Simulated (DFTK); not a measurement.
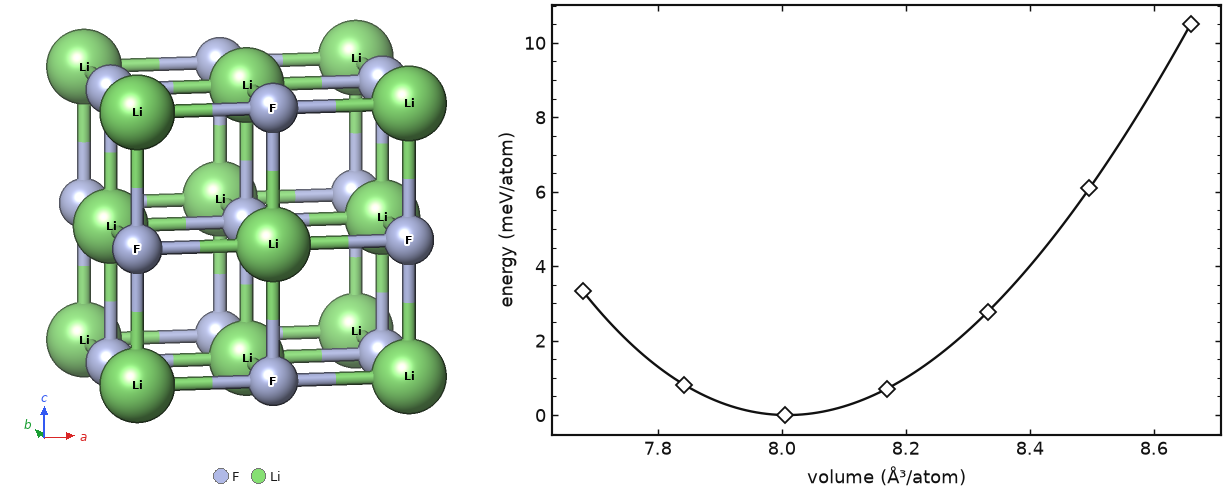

The plot gives the computed energy against volume for LiF, space group Fm-3m (No. 225). The conventional cell is drawn beside the plot.

Structure:
```
F Li
1.0
     0.00000    2.01400    2.01400
     2.01400    0.00000    2.01400
     2.01400    2.01400    0.00000
F Li
1 1
Direct
  0.50000 0.50000 0.50000
  0.00000 0.00000 0.00000
```

Method: plane-wave DFT, no spin polarisation; energies at scaled volumes of the given cell, shape and fractions fixed, counted from the fit's minimum, third-order Birch-Murnaghan fit (DFTK 0.8.2). Level: PBEsol.

k mesh 11×11×11; occupations Fermi–Dirac; smearing width 0.05 eV; potentials dojo.nc.sr.pbesol.v0_4_1.standard; wave cutoff 1143 eV.

This calculation gives: equilibrium volume 8.01 Å³/atom and bulk modulus 73.0 GPa.

Now F is replaced by Cl on all its sites, which gives LiCl in the same structure. The second calculation uses wave cutoff 1006.8213 eV and k mesh 9×9×9. How do these quantities change?

The equilibrium volume rises from 8.01 to 16.23 Å³/atom (+103 %) and the bulk modulus falls from 73.0 to 35.1 GPa (−52 %).

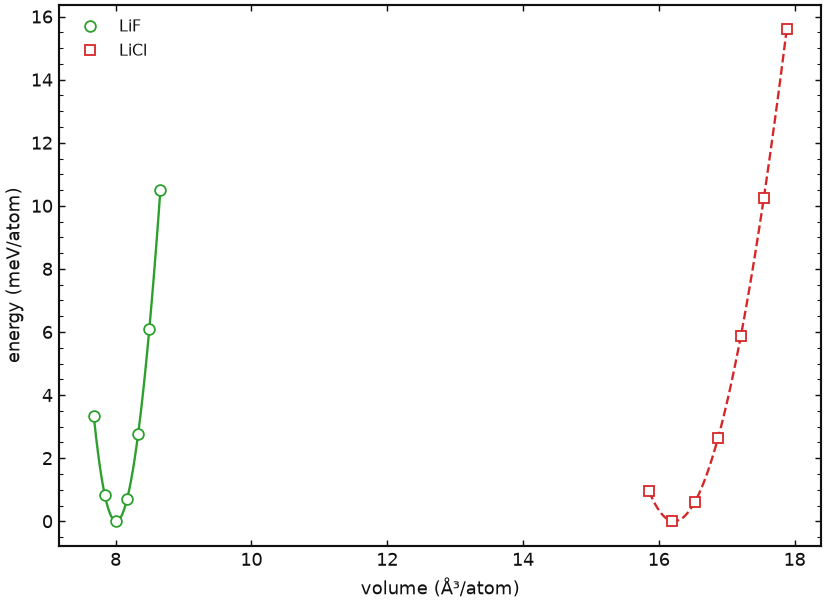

The two results together.

V0 and the bulk modulus come from third-order Birch–Murnaghan fits.
